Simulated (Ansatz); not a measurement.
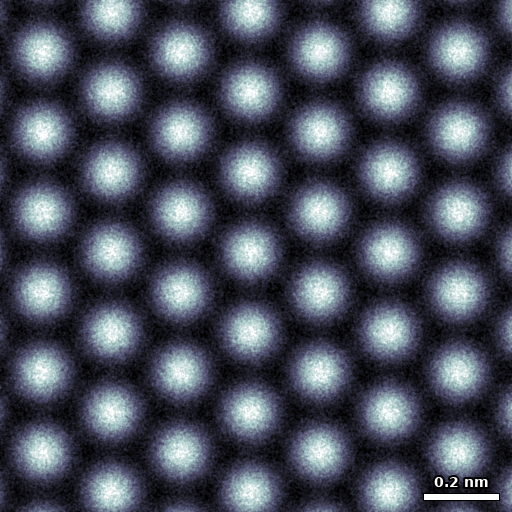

Z-contrast image of Al. The image is simulated as a sum over atoms of Z^1.7, blurred by a 1.30 Å probe (no channelling). The probe carries 25 % of its weight in a tail 2.5 times as wide. Shot noise was added.

Measure the repeat of the pattern.

Answer. The pattern repeats on a hexagonal net with a repeat of 2.2 Å.

What is the plane group of the image?

Answer. p6mm: sixfold points with mirror lines through them.

How many columns does the smallest repeating cell hold, and how many levels of brightness?

Answer. 1 column in the primitive cell of 4.2 Å², all of one brightness.

The crystal is Al (Pm-3m, No. 221) seen along [111]. Atomic positions: the geometry relaxed with DFT, LDA (PW92), plane waves (420 eV) with PAW, scalar-relativistic in Ansatz; the starting structure was generated, so it need not be a known form of this composition.
